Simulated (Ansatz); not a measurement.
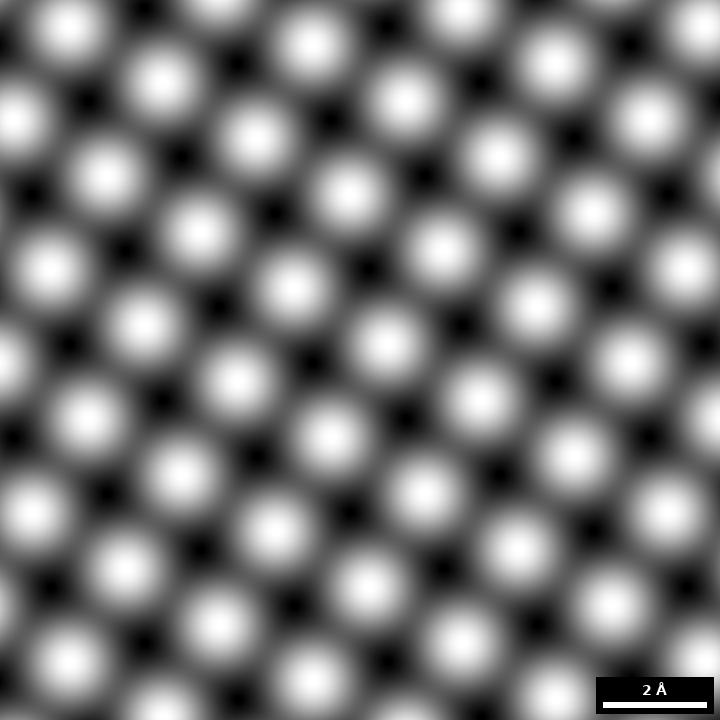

Dark-field STEM-like image of a crystal. Simulated incoherent Z contrast: every atom adds Z^1.7 spread by a probe of 1.25 Å full width; channelling and multiple scattering are left out. The display is stretched by a gamma of 0.65; percentages refer to the linear signal.

Give the net of the columns and its spacings.

Answer. The pattern repeats on a square net with a repeat of 2.1 Å.

Which plane group does this projection have?

Answer. p4mm: fourfold points with mirror lines through them along the axes and the diagonals.

How many columns does the smallest repeating cell hold, and how many levels of brightness?

Answer. 1 column in the primitive cell of 4.5 Å², all of one brightness.

The crystal is Co (I4_1/amd, No. 141) seen along [001]. Structure: coordinates from a relaxation with DFT, r2SCAN, plane waves (500 eV) with PAW, scalar-relativistic (Ansatz 0.2.0); the starting structure was generated, so it need not be a known form of this composition.
